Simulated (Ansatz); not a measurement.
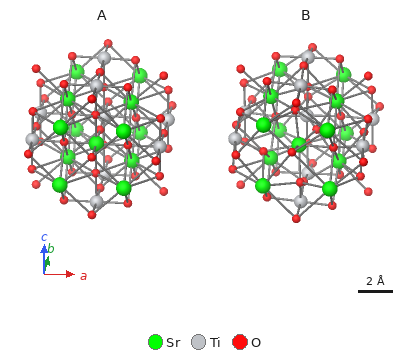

Two geometries of a defect cell of composition Sr9Ti7O24 (cell charge +1), drawn at one scale. One is the start of a relaxation, the other its converged end. Style: ball-and-stick. Shown: the atoms within 5.8 Å of the atom that moves most (axes of the cell of the calculation (origin shifted)), from a free direction.

These are results of Ansatz, DFT, PBEsol, PAW, plane waves, not measurements. (plane-wave cutoff 420 eV; k-point mesh 1 × 1 × 1; mesh shifted by (0.25, 0.25, 0.25); collinear spin; atoms relaxed in a fixed cell; force threshold 0.03 eV/Å; at most 80 steps)

**Which of the two is the end point?**

Structure B is the relaxed one. Over 12 geometry steps the energy falls by 4.840 eV per cell of the calculation. Largest force component: 5.1 eV/Å at the start, 0.03 eV/Å at the end. The largest moves, 0.79 Å, are those of O atoms. By element the largest moves are O 0.79 Å, Sr 0.23 Å, Ti 0.15 Å. The cell doesn't change. Among the contacts that change: O–Sr 2.742 → 3.568 Å, O–Sr 2.715 → 3.461 Å, O–Sr 2.764 → 3.506 Å, O–Sr 2.761 → 3.458 Å. Bonds break, among them: O–Sr (2.74 → 3.57 Å). Bond angles that change, for instance: Sr–O–Ti 176.9° → 130.6°, Sr–O–Ti 178.7° → 133.9°, Sr–O–Ti 178.2° → 140.9°. The program noted that the starting moments weren't kept. Cost: 14 s on 1 × NVIDIA GB200 with 8 threads of Arm Neoverse-V2, peak memory 1.7 GiB.

Limits of the set-up: the periodic images lie only 7.8 Å apart, so the values are limited by the cell's size; the cell is charged, on a uniform background, and energies carry no finite-size correction.
